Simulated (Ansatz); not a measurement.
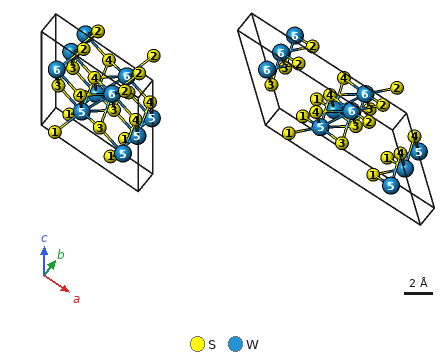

Two geometries of crystalline WS$_{2}$ (a generated structure, set up in C2/m) (coarse preliminary run), drawn at one scale. One is the start of a relaxation, the other its converged end. The picture is a ball-and-stick view of the conventional cell (2 times the calculation's cell), repeated 1 × 2 × 1 with one cell outlined, seen from a free direction. Lengths and directions refer to the drawn axes.

Level of theory: Ansatz 0.2.0, DFT PBEsol, scalar-relativistic, plane waves, PAW. Set-up: plane-wave cutoff 420 eV; k-point mesh 8 × 8 × 4; occupations gaussian; smearing width 0.1 eV; no spin polarisation; cell and atoms relaxed; force threshold 0.05 eV/Å; at most 60 steps.

Which of the two is the end point?

Answer. The right one is the relaxed one. Case: P → S on all its sites, cell and atoms relaxed. The largest moves relative to the cell, 0.49 Å, are those of S3 and S4. S4 goes along +a. Largest moves by element: S 0.49 Å, W 0.38 Å. The drawn cell changes as follows: a 8.396 → 13.204 Å (+57.3 %), b 3.125 → 3.022 Å (−3.3 %), c 7.397 → 7.476 Å (+1.1 %), β 119.2° → 133.7°; the volume changes by +27.3 %. Near-neighbour distances that change, for instance: S3–W5 2.501 → 4.635 Å, S3–S4 2.696 → 4.280 Å, S1–S2 2.172 → 3.616 Å, S1–S2 (another image) 2.596 → 3.598 Å. Bonds break, among them: S1–S2 (2.17 → 3.62 Å), S3–W5 (2.50 → 4.63 Å), S4–W6 (2.50 → 4.63 Å). Bond angles that change, for instance: W5–S1–W6 115.8° → 84.1°, W5–S3–W5 78.4° → 69.8°, W5–S3–W6 114.4° → 110.1°. The space group stays C2/m (No. 12). Over 19 accepted moves (22 points after the start) the energy falls by 2.871 eV per cell of the calculation. The largest force component goes from 1.3 to 0.03 eV/Å. Pressure: 10.48 GPa at the start and 0.08 GPa at the end. The SCF was repeated 3 times at an unchanged geometry on a basis and grid sized afresh for the cell, which shifted the energy by 0.214 eV per cell of the calculation at most. The run took 4.6 min on 1 thread of Arm Neoverse V2, on a shared host, peak memory 0.55 GiB.
